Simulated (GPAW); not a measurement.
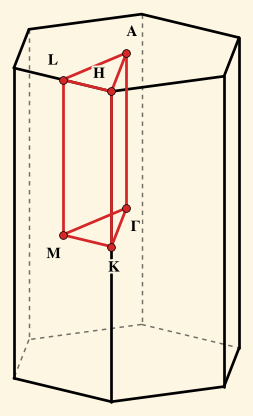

For TaN, an entry of the Crystallography Open Database, as set up for an electronic-structure calculation: the figure shows the first Brillouin zone with its special points and a band path. Geometry calculated from the standardised cell; symmetry tolerance 0.002 Å.

Labels and path follow the convention of Hinuma et al. (2017), as computed by seekpath.

**Which Bravais lattice has this zone?**

A primitive hexagonal lattice (hP; extended symbol hP2). The zone is a hexagonal prism in its combinatorial type: 8 faces (6 with 4 edges, 2 with 6 edges), 18 edges, 12 vertices.

**Write the standard path through the labelled points.**

Γ–M–K–Γ–A–L–H–A | L–M | H–K
